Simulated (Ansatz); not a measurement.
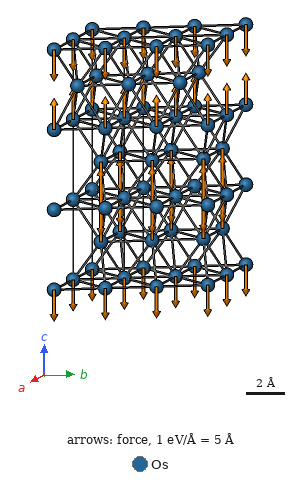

Starting geometry of a crystal of Os (a generated structure, set up in P-6m2) with the computed forces as orange arrows. The picture is a ball-and-stick view of the cell of the calculation, repeated 2 × 3 × 1 with one cell outlined, seen slightly off an axis.

Case: stacking ABABAC.

All numbers below come from DFT PBE, scalar-relativistic, plane waves, PAW (Ansatz). (plane-wave cutoff 420 eV; k-point mesh 18 × 18 × 4; occupations gaussian; smearing width 0.1 eV; no spin polarisation; cell and atoms relaxed; force threshold 0.01 eV/Å; at most 45 steps)

Q: What follows when this structure is relaxed?

A: It isn't relaxed: the largest force vector, on Os atoms, is 0.81 eV/Å. The atoms end up moving mostly along the starting forces (cosine between the two patterns 1.00). The largest moves relative to the cell, 0.041 Å, are those of Os atoms. The drawn cell changes as follows: a = b 2.753 → 2.745 Å (−0.3 %), c 13.053 → 13.155 Å (+0.8 %); the volume changes by +0.2 %. Near-neighbour distances that change, for instance: Os–Os 2.694 → 2.751 Å, Os–Os 2.694 → 2.672 Å, Os–Os 2.753 → 2.745 Å. The space group stays P-6m2 (No. 187). The energy falls by 48.9 meV per cell of the calculation in 3 accepted moves (6 points after the start). The largest force component goes from 0.81 to 0.0021 eV/Å. Pressure: 0.96 GPa at the start and 0.03 GPa at the end. The line search rejected the trial steps at points 1, 3 of the run. At 1 point the geometry stayed and the basis and grid were re-selected for the new cell (energy shift of 0.1 meV per cell of the calculation at most each time).
